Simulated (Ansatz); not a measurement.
# AlN: what the fields show

```yaml
crystal:
  lattice:
    - [-3.13024, 0.00000, 0.00000]
    - [0.00000, 5.42173, 0.00000]
    - [1.56512, -2.71087, -5.01798]
  atoms:
    - { symbol: Al, position: [0.98955, 0.33247, 0.99827] }
    - { symbol: Al, position: [0.48955, 0.83247, 0.99827] }
    - { symbol: Al, position: [0.25872, 0.91580, 0.49827] }
    - { symbol: Al, position: [0.75872, 0.41580, 0.49827] }
    - { symbol: N, position: [0.81684, 0.14170, 0.61673] }
    - { symbol: N, position: [0.31684, 0.64170, 0.61673] }
    - { symbol: N, position: [0.04988, 0.72503, 0.11673] }
    - { symbol: N, position: [0.54988, 0.22503, 0.11673] }
```

Space group P2₁.

Method: DFT PBE, scalar-relativistic, plane waves, PAW in Ansatz 0.2.0.

Core electrons are frozen (PAW), and the valence fields are smoothed inside the atomic spheres.

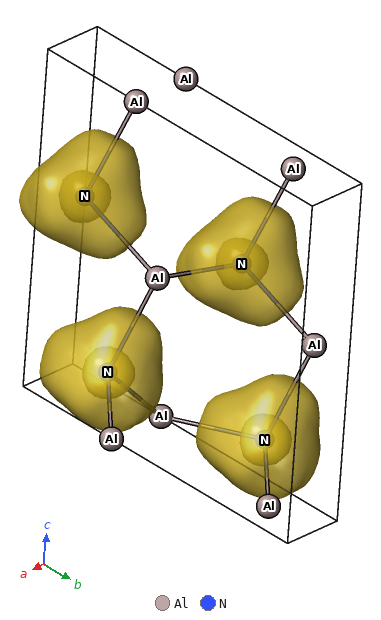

Figure 1. Isosurface of the ELF at 0.7 (yellow), seen slightly off an axis. Only the valence region is drawn (cores and ρ < 0.01 e/Å³ removed). Sticks mark near contacts.

Q: What do the ELF domains correspond to?

A: The surface consists of four regions on N in which the atom's valence shell and bonds are merged, counted in one cell of 8 atoms. Any copies at cell faces, edges or corners count once. Profiles from the grid: Al–N (1.90 Å): the ELF peaks at about 0.90 between the atoms, as expected for a polar covalent bond.

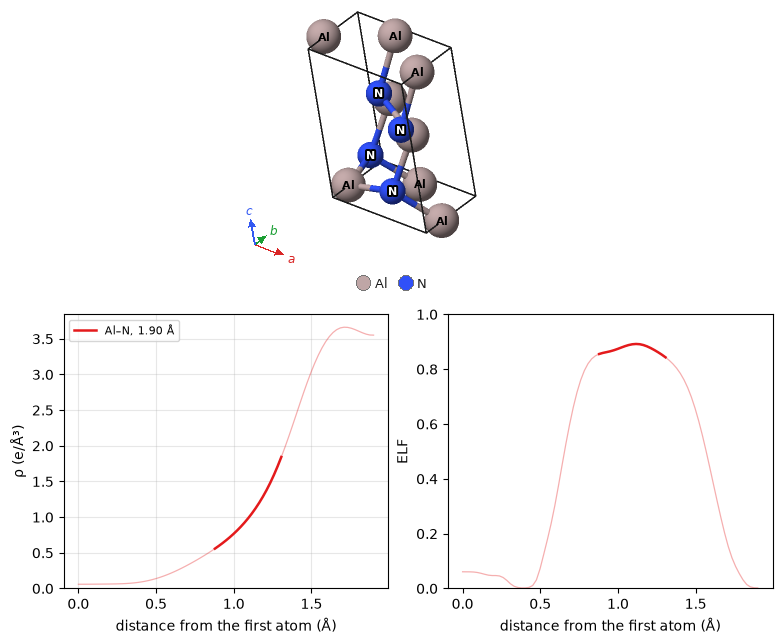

Figure 2. Valence charge density (pseudo) and ELF along straight lines between neighbouring atoms. Thin, pale parts lie inside the atomic spheres. The structure is drawn too.

Q: What kind of bonding do the profiles show?

A: Al–N (1.90 Å): ρ is about 0.67 e/Å³ halfway; the ELF peaks at about 0.90 between the atoms (a shared but strongly polarised pair).

Q: Does the calculation make it a metal, or give it a gap?

A: It is gapped, with a Kohn–Sham gap of 4.0 eV on the k-point mesh, an upper bound to the gap of this method.
